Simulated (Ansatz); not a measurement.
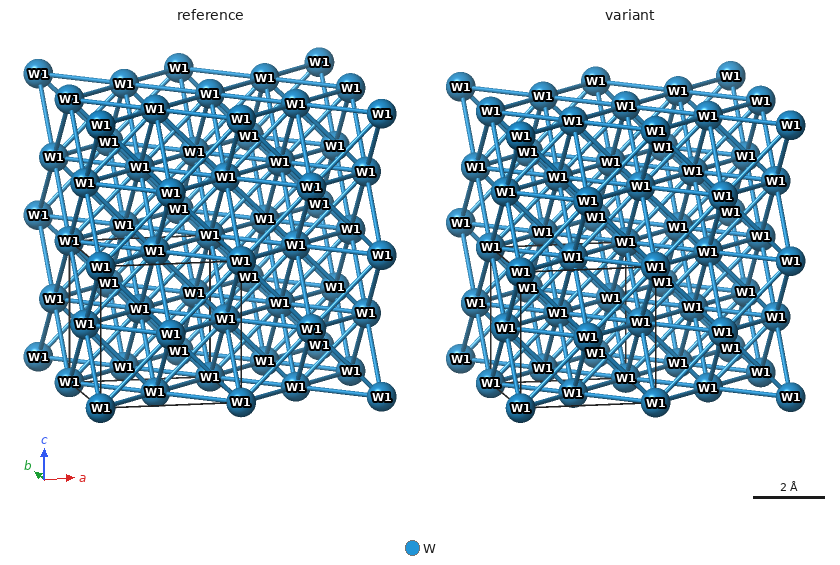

Left: a symmetric starting cell of W. Right: the same structure after one change, at the same scale. A ball-and-stick model of the conventional cell (4 times the calculation's cell), repeated 2 × 2 × 2 with one cell outlined, seen slightly off an axis. Lengths and directions refer to the drawn axes.

Level of theory: DFT PBE, scalar-relativistic, plane waves, PAW in Ansatz 0.2.0. (plane-wave cutoff 420 eV; k-point mesh 18 × 18 × 18; occupations gaussian; smearing width 0.1 eV; no spin polarisation)

### What was changed?

All lengths are scaled by −3.9 % (volume −11.3 %), the atoms keeping their fractional coordinates. No relaxation follows. The starting cell wasn't computed here and needn't be at equilibrium, so pressure and forces aren't due to the change alone.

### What does the change do?

The pressure is 36.0 GPa (not all of it need come from the change, since the unchanged cell can be under pressure at this level too). All forces vanish by symmetry. Some distances before and after: W–W 2.871 → 2.758 Å. The space group stays Fm-3m (No. 225).
